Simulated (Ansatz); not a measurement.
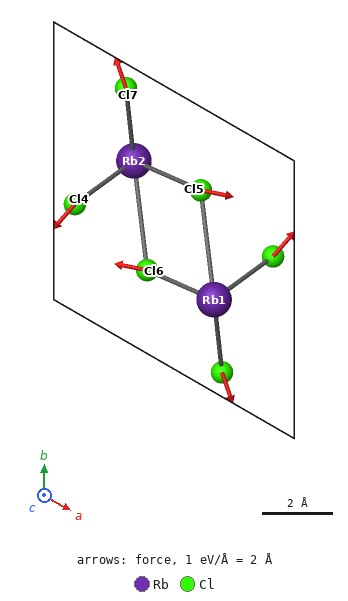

Starting geometry of a crystal of RbCl$_{3}$ (a generated structure, set up in P6_3/m) (coarse preliminary run) with the computed forces as red arrows. Style: ball-and-stick. Shown: the cell of the calculation, along the c axis.

Theory: DFT PBE, scalar-relativistic, plane waves, PAW in Ansatz 0.2.0. Settings: plane-wave cutoff 420 eV; k-point mesh 3 × 3 × 4; occupations gaussian; smearing width 0.1 eV; no spin polarisation; cell and atoms relaxed; force threshold 0.04 eV/Å; at most 70 steps.

### Is this structure relaxed? If not, where do the atoms go?

It isn't relaxed: the largest force vector, on Cl atoms, is 0.49 eV/Å. The final displacements follow the starting forces only in part (cosine between the two patterns 0.72). The largest moves relative to the cell, 0.78 Å, are those of Cl atoms. Rb stays in place. The volume changes by −0.5 %, with a = b 7.993 → 7.905 Å (−1.1 %), c 4.348 → 4.423 Å (+1.7 %). Near-neighbour distances that change, for instance: Cl–Rb 3.027 → 3.405 Å, Cl–Rb 3.170 → 3.547 Å. Bond angles that change, for instance: Rb–Cl–Rb 110.8° → 93.7°, Rb–Cl–Rb 91.8° → 81.0°. The space group stays P6_3/m (No. 176). Over 8 accepted moves (10 points after the start) the energy falls by 217 meV per atom. The largest force component goes from 0.48 to 0.0068 eV/Å. Pressure: 3.33 GPa at the start and −0.06 GPa at the end. The line search rejected the trial step at point 8 of the run. The SCF was repeated once at an unchanged geometry on a basis and grid sized afresh for the cell, which shifted the energy by less than 0.05 meV per atom at most.
